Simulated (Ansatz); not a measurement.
# Σ5 (210) boundary in bcc Mo with Cr (substitutional): structure and resistance, part 2 of 2

Aim: the relaxed structure and the specific resistance of the Σ5 (210) boundary in bcc Mo with Cr (substitutional).

Ansatz 0.2.0; Ansatz plane-wave DFT, PBE, PAW files; relaxation of a bicrystal slab with its lowest layers held; PAW set soft_1 (the session's first sound run).

So far. Step 2 (Relaxing the bicrystal): The largest force component on a free atom ends at 0.030 eV/Å, under the tolerance of 0.03, after 8 steps.

## 3. Transmission across the boundary

This step: Ansatz plane-wave DFT, PBE, PAW files; ballistic transport by layer matching (Landauer), zero bias; boundary relaxed in a short slab, bulk layers laid on; PAW set soft_1 (Ansatz 0.2.0).

System of this step: Σ5 (210) boundary in bcc Mo with Cr (substitutional). The cell holds 61 atoms: 60 Mo and 1 Cr. Its edges and angles: a = 7.037 Å, b = 3.147 Å, c = 50.335 Å, α = 90.0°, β = 90.0°, γ = 90.0°. It derives from Mo. Regions: lower grain, 25 atoms (25 Mo); boundary, 16 atoms (15 Mo and 1 Cr); upper grain, 20 atoms (20 Mo). Vacuum lies along c.

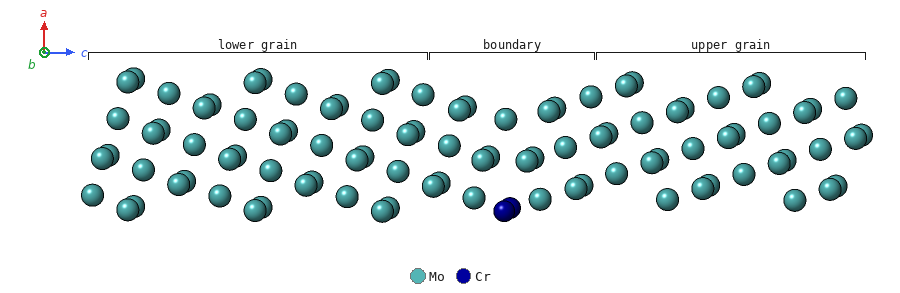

The cell of this step (molybdenum teal, chromium blue). Some periodic images of atoms are drawn too.

The input, input.yaml:

```yaml
crystal:
  lattice:
    - [7.0369059252, 0.0, 0.0]
    - [0.0, 3.147, 0.0]
    - [0.0, 0.0, 50.3349181863]
  atoms:
    - { symbol: Mo, position: [-9.9000000001, -16.5, 0.0794676965] }
    - { symbol: Mo, position: [-9.6000000001, -16.0, 0.0934478641] }
    - { symbol: Mo, position: [-9.3000000001, -15.5, 0.1074280317] }
    - { symbol: Mo, position: [-9.0000000001, -15.0, 0.1214081993] }
    - { symbol: Mo, position: [-8.7000000001, -14.5, 0.1353883669] }
    - { symbol: Mo, position: [-8.4000000001, -14.0, 0.1493685345] }
    - { symbol: Mo, position: [-8.1000000001, -13.5, 0.1633487021] }
    - { symbol: Mo, position: [-7.8000000001, -13.0, 0.1773288697] }
    - { symbol: Mo, position: [-7.5000000001, -12.5, 0.1913090373] }
    - { symbol: Mo, position: [-7.2000000001, -12.0, 0.2052892049] }
    - { symbol: Mo, position: [-6.9000000001, -11.5, 0.2192693725] }
    - { symbol: Mo, position: [-6.6000000001, -11.0, 0.2332495401] }
    - { symbol: Mo, position: [-6.3000000001, -10.5, 0.2472297077] }
    - { symbol: Mo, position: [-6.0000000001, -10.0, 0.2612098753] }
    - { symbol: Mo, position: [-5.7000000001, -9.5, 0.2751900429] }
    - { symbol: Mo, position: [-5.4000000001, -9.0, 0.2891702105] }
    - { symbol: Mo, position: [-5.1000000001, -8.5, 0.3031503781] }
    - { symbol: Mo, position: [-4.8, -8.0, 0.3171305457] }
    - { symbol: Mo, position: [-4.5, -7.5, 0.3311107133] }
    - { symbol: Mo, position: [-4.2, -7.0, 0.3450908809] }
    - { symbol: Mo, position: [-3.9, -6.5, 0.3590710485] }
    - { symbol: Mo, position: [-3.6, -6.0, 0.3730512161] }
    - { symbol: Mo, position: [-3.3, -5.5, 0.3870313837] }
    - { symbol: Mo, position: [-3.0, -5.0, 0.4010115513] }
    - { symbol: Mo, position: [-2.7, -4.5, 0.4149917189] }
    - { symbol: Mo, position: [0.6, 0.0, 0.4289718865] }
    - { symbol: Mo, position: [0.9009368161, 0.5, 0.4424539647] }
    - { symbol: Mo, position: [0.1977031093, 0.0, 0.4568508946] }
    - { symbol: Mo, position: [0.5026117372, 0.5, 0.4711731903] }
    - { symbol: Mo, position: [0.7948605071, 0.0, 0.485551233] }
    - { symbol: Mo, position: [0.0957703861, 0.5, 0.498384153] }
    - { symbol: Mo, position: [0.4037189013, 0.0, 0.5112091413] }
    - { symbol: Mo, position: [0.7124136854, 0.5, 0.5332344839] }
    - { symbol: Cr, position: [0.0058557863, 0.0, 0.534691704] }
    - { symbol: Mo, position: [0.3988536933, 0.0, 0.5597255597] }
    - { symbol: Mo, position: [0.0883064431, 0.5, 0.5710110888] }
    - { symbol: Mo, position: [0.7888737944, 0.0, 0.5837729179] }
    - { symbol: Mo, position: [0.4946047738, 0.5, 0.5988392026] }
    - { symbol: Mo, position: [0.1861081236, 0.0, 0.6135752933] }
    - { symbol: Mo, position: [0.8920762475, 0.5, 0.6266884636] }
    - { symbol: Mo, position: [0.5916534212, 0.0, 0.6409289515] }
    - { symbol: Mo, position: [-2.7083465788, -4.5, 0.6549091191] }
    - { symbol: Mo, position: [-3.0083465788, -5.0, 0.6688892867] }
    - { symbol: Mo, position: [-3.3083465788, -5.5, 0.6828694543] }
    - { symbol: Mo, position: [-3.6083465788, -6.0, 0.6968496219] }
    - { symbol: Mo, position: [-3.9083465788, -6.5, 0.7108297895] }
    - { symbol: Mo, position: [-4.2083465788, -7.0, 0.7248099571] }
    - { symbol: Mo, position: [-4.5083465788, -7.5, 0.7387901247] }
    - { symbol: Mo, position: [-4.8083465788, -8.0, 0.7527702923] }
    - { symbol: Mo, position: [-5.1083465789, -8.5, 0.7667504599] }
    - { symbol: Mo, position: [-5.4083465789, -9.0, 0.7807306275] }
    - { symbol: Mo, position: [-5.7083465789, -9.5, 0.7947107951] }
    - { symbol: Mo, position: [-6.0083465789, -10.0, 0.8086909627] }
    - { symbol: Mo, position: [-6.3083465789, -10.5, 0.8226711303] }
    - { symbol: Mo, position: [-6.6083465789, -11.0, 0.8366512979] }
    - { symbol: Mo, position: [-6.9083465789, -11.5, 0.8506314655] }
    - { symbol: Mo, position: [-7.2083465789, -12.0, 0.8646116331] }
    - { symbol: Mo, position: [-7.5083465789, -12.5, 0.8785918007] }
    - { symbol: Mo, position: [-7.8083465789, -13.0, 0.8925719683] }
    - { symbol: Mo, position: [-8.1083465789, -13.5, 0.9065521359] }
    - { symbol: Mo, position: [-8.4083465789, -14.0, 0.9205323035] }
kpoints:
  mp_grid: { grid: [4, 8, 1] }
hamiltonian:
  xc: pbe
  pseudopotentials: { kind: paw, azcp: { folder: soft_1 } }
scf:
  occupations: { method: fermi_dirac, width: 0.1 }
output:
  transmission:
    leads: [[13, 14], [49, 50]]
    kmesh: [10, 20]
    e_range: [-0.1, 0.1]
    de: 0.05
  write_potential: true
  write_density: true
  volumetric_format: npy
  elf: true
```

On the command line:

```sh
> ansatz run input.yaml --threads 4 --pin off --max-ram 15360MiB --backend cpu --events-out ev --progress --plain --runs-dir out
```

Numbers of over 12 decimals in the logs are rounded to 6 here.

Log:

```text
[...]
Crystal: 61 atoms, lattice volume = 1114.674 Å³
Basis set: ecut = 420 eV, 21801 PW (Γ)
Bands: 513, of which v1, the nominal top of the filled ones, is band 427 counted from 1 (426 counted from 0)
Symmetry: 2 space group operations
[...]
k-points: 15 of 32 (time reversal used)
[...]
SCF iter   1: F=—  HF=-300773.925337 eV  |F-HF|=—  |Δ(HF+E_count)|=         —  Δρ=1.03e-1  dr2=8.89e2  ethr=3.10e-3  ⟨swp⟩=6.1  Hψ=26887  notcnv=0
[...]
SCF iter  15: F=-300729.805101 eV  HF=-300729.805101 eV  |F-HF|=2.33e-10  |Δ(HF+E_count)|=  9.31e-10  Δρ=9.83e-8  dr2=3.53e-10  ethr=1.00e-12  ⟨swp⟩=1.0  Hψ=16461  notcnv=0
SCF 1 converged in 15 iterations: F = -300729.805101 eV  dr2 = 3.53e-10
[...]
transmission: 495 of 4950 steps passed
transmission: 991 of 4950 steps passed
[...]
transmission: 4950 of 4950 steps passed
WARN: The input density's exchange-correlation potential varies sharply where the density is thin. Do not read a vacuum level from v_tot or v_xc, or from such a field of the output density. On a cell that repeats whose density bears no net charge and no dipole along the vacuum's axis use v_es (v_loc + v_h of the components); under efield.dipole_correction with no amplitude use v_es + v_field, which holds any external [...]
SCF converged after 15 iterations
an eigenvalue changed by more than its tolerance at an iteration that met the thresholds in force, so the SCF went on 2 times: the last check was not made
the last check of whether an eigenvalue changes by more than its tolerance under the output density was not made (no_room)
Free energy (F): -300729.805101 eV
[...]
Internal energy: -300728.212658 eV  (E = F + TS)
E sigma→0 (E₀):  -300729.008879 eV
Entropy (-TS):   -1.592443 eV (-26.106 meV/atom)
Fermi energy:    17.336867 eV
[...]
--- Band table (eV; the first three rows and the last of 15) ---
  k-point 0: bands = [... 423 lower, 16.9577, 16.9898, 17.0120, 17.0329, 17.0832, 17.1399, 17.2033, 17.2213, ... 82 higher]
  k-point 1: bands = [... 423 lower, 17.0023, 17.0496, 17.0807, 17.1668, 17.1818, 17.2176, 17.2608, 17.2820, ... 82 higher]
  k-point 2: bands = [... 423 lower, 16.9141, 16.9801, 17.0799, 17.1756, 17.2577, 17.3650, 17.4594, 17.5734, ... 82 higher]
  k-point 14: bands = [... 423 lower, 17.7009, 17.7534, 17.8098, 17.8285, 17.8728, 17.8729, 17.9035, 17.9156, ... 82 higher]
--- Transmission ---
  basis      : 193 plane waves across, 75 finite elements along
  points     : 66, standing for a mesh of 10 x 20
  energies   : 5 from -0.100000 to 0.100000 eV about the Fermi level, 0.050000 eV apart; the leads are filled to 0.000000 eV, and channels, transmission and decay are at 0.000000 eV
  crystal 0  : Mo4, at the sites [13, 14], period 2.8148 Å, over 18.30 Å; its Hamiltonian steps by up to 28.2 meV: too much for a lead, lay more layers or, if its atoms are ordered, name the step of that order
    offset         : up to 0.0000 Å between an atom of the period and one for which it stands
    channels       : 3.410000e0 a spin
    conductance    : none, the energies end too early or step too widely for 300 K: set another output.transmission.e_range or a lower de, or, where they end at an eighth of basis.ecutwfc, a higher one
    slowest decay  : 0.0523 /Å at (0.5000, 0.2000)
[...]
channels       : 3.400000e0 a spin
[...]
slowest decay  : 0.0550 /Å at (0.5000, 0.2000)
  junction   : crystal 0 to crystal 1, 12.80 to 36.84 Å
    transmission   : 1.717899e0 a spin
[...]
```

Run time: 14 min. Hardware: 4 threads of Intel Xeon Platinum 8488C (Sapphire Rapids), shared host; peak memory 11 GiB; 51 min of CPU time.

Numbers from this step:

- free energy: -300729.8051 eV
- energy at zero smearing: -300729.0089 eV
- Fermi energy: 17.34 eV
- cell area: 22.15 Å²
- transmission per spin nearest the Fermi level: 1.718
- open channels per spin nearest the Fermi level: 3.41
- open channels per spin, upper lead: 3.4
- step of the lead's potential: 28.2 meV
- step of the upper lead's potential: 13.3 meV

Per spin. The transmission, zone mean by energy, zero at the Fermi level:

| energy (eV) | transmission, zone mean |
| --- | --- |
| -0.1000 | 1.69 |
| -0.0500 | 1.72 |
| 0.0000 | 1.72 |
| 0.0500 | 1.75 |
| 0.1000 | 1.77 |

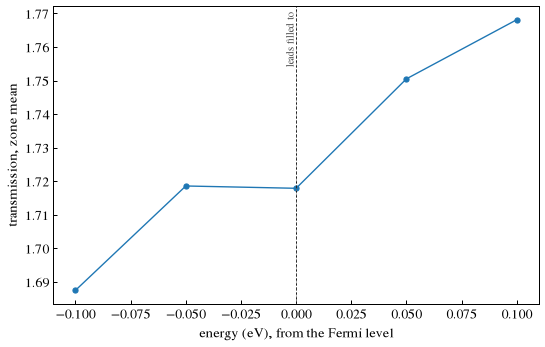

Transmission, zone mean, plotted against energy.

Per spin. The open channels, zone mean by energy, zero at the Fermi level:

| energy (eV) | lead | upper lead |
| --- | --- | --- |
| -0.1000 | 3.47 | 3.45 |
| -0.0500 | 3.4 | 3.4 |
| 0.0000 | 3.41 | 3.4 |
| 0.0500 | 3.65 | 3.63 |
| 0.1000 | 3.68 | 3.68 |

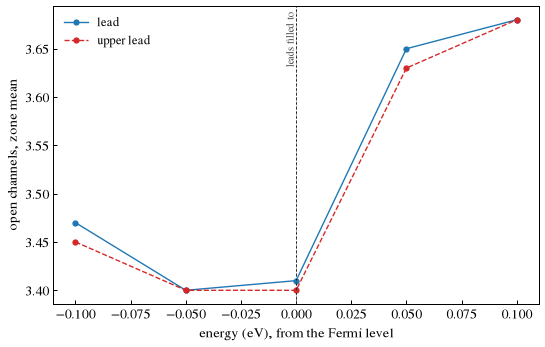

Open channels, zone mean, plotted against energy.

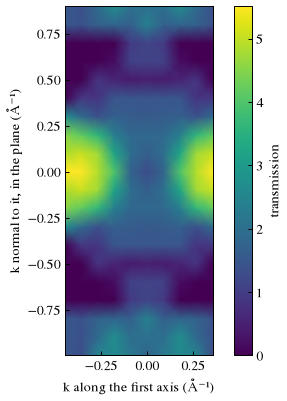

Transmission over k1 and k2. At 0.0000 eV from the Fermi level.

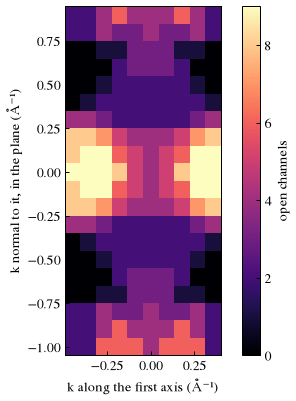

Open channels over k1 and k2. At 0.0000 eV from the Fermi level.

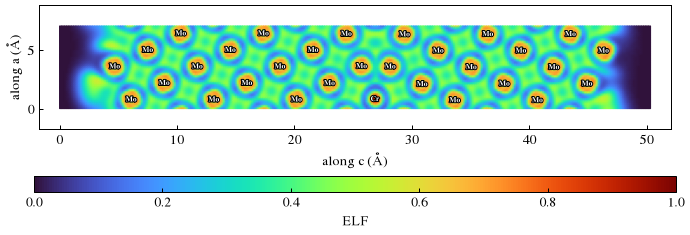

ELF in the ca plane at fractional y = 0.000, with atoms of Mo and Cr within 0.2 Å of it. It is the smooth field of the valence electrons, not physical close to the nuclei. The map starts off the cell's origin, so that atoms lie inside it.

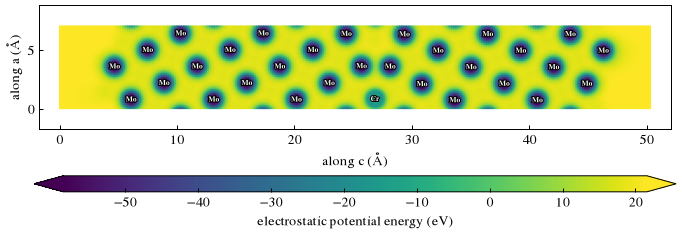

Electrostatic potential energy in the ca plane at fractional y = 0.000, with atoms of Mo and Cr within 0.2 Å of it. With pseudopotentials it is smooth inside the atoms' cores, unlike the true potential. The map starts off the cell's origin, so that atoms lie inside it.

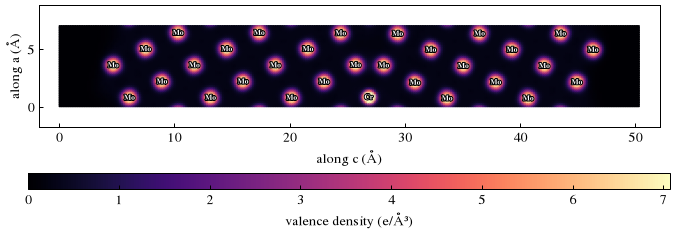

Valence density in the ca plane at fractional y = 0.000, with atoms of Mo and Cr within 0.2 Å of it. It is the smooth field of the valence electrons, not physical close to the nuclei. The map starts off the cell's origin, so that atoms lie inside it.

Over the solved energies the transmission per spin lies between 1.69 and 1.77, out of 3.52 channels of the lead on average (up to 3.68). The log calls the step of a lead's potential too much.

## 4. Specific resistance

This step: Ansatz plane-wave DFT, PBE, PAW files; ballistic transport by layer matching (Landauer), zero bias; specific resistance of the boundary; PAW set soft_1 (Ansatz 0.2.0).

Numbers from this step:

- area resistance: 0.8408 fΩ m²
- T over the leads' mean channel count: 0.4915

Averaged over the energies near the Fermi level, 49.1 % of the channels pass, which makes 0.841 fΩ m².

By hand, with T and the leads' channels N averaged over the energies near the Fermi level: RA = A (h/2e²)(1/T − ½[1/N₁ + 1/N₂]) = 22.15×10⁻²⁰ m² × 12 906 Ω × (1/1.729 − ½[1/3.522 + 1/3.512]) = 0.841 fΩ m².

## 5. Results

| Property | Result |
| --- | --- |
| specific resistance of the boundary | 0.841 fΩ m² |
| share of channels that pass | 0.491 |

In words: The boundary has a specific resistance of 0.84 fΩ m². The boundary reflects 51 % of the channels; 0.84 fΩ m² is 8.4×10⁻¹² Ω·cm². That equals the resistance of 15 nm of bulk Mo at 300 K (measured 5.52 µΩ cm, CRC Handbook of Chemistry and Physics, 84th ed., 2003, Electrical Resistivity of Pure Metals). One Cr in 22.1 Å² of boundary is a high coverage. Each plane of this narrow cell holds one atom, so the solute fills a whole plane. One starting structure was relaxed; another shift or atom count at the boundary may lie lower. The runs have no spin polarisation, although Cr can order magnetically, which would change the channels. A lead's potential steps by up to 28 meV from period to period, which the log calls too much, so longer leads could move the result.

[Logs are printed without paths, hosts, clocks, repeated set-up lines and the standing remarks that a program may print on its own settings, such as how far it seeks lower states.]

[Hosts, paths, dates, database ids (printed as entryN), source tags and the programs' standing remarks are cut or masked in the printed files.]
